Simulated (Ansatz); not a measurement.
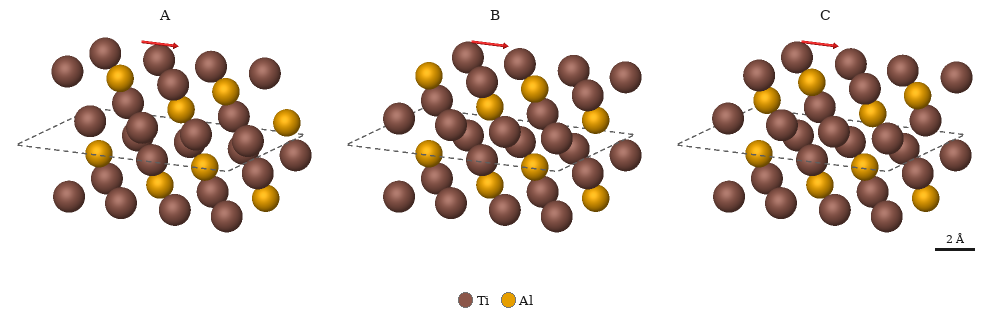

A scan of crystalline Ti3Al (P6_3/mmc): the crystal above a cut along the (0 0 1) plane of the conventional cell (between a plane of Al/Ti below and one of Al/Ti above, 2.30 Å apart) is slid rigidly by fractions of an in-plane lattice vector 5.69 Å long (a generalised stacking fault). One cut stands in each cell, which starts 9.2 Å high; nothing is relaxed, and the dashed outline marks the cut, the arrow on top the direction of slip. The picture is a spheres-only view of the layers on both sides of the cut, seen obliquely from above.

Computed with DFT PBEsol, scalar-relativistic, plane waves, PAW (Ansatz 0.2.0). Set-up: plane-wave cutoff 420 eV; k-point mesh 8 × 8 × 5; occupations gaussian; smearing width 0.15 eV; no spin polarisation. Energies (free energies at the smearing named) are counted from the relaxed crystal.

### Order these geometries by energy, lowest first.

Lowest first: B (the slip 0.00, 0 mJ/m²), C (the slip 0.50, 286 mJ/m²), A (the slip 0.20, 978 mJ/m²). Over the whole scan: the curve starts and ends at zero, since a full lattice vector restores the crystal. Its highest computed point is 986 mJ/m² at slip 0.30 and 0.70. The local minimum at 0.50 (286 mJ/m²) is a metastable fault on this line; the lower of the two humps that part it from the perfect crystal is 986 mJ/m² high. The path is symmetric about half-way. Relaxation across the fault would lower the values.
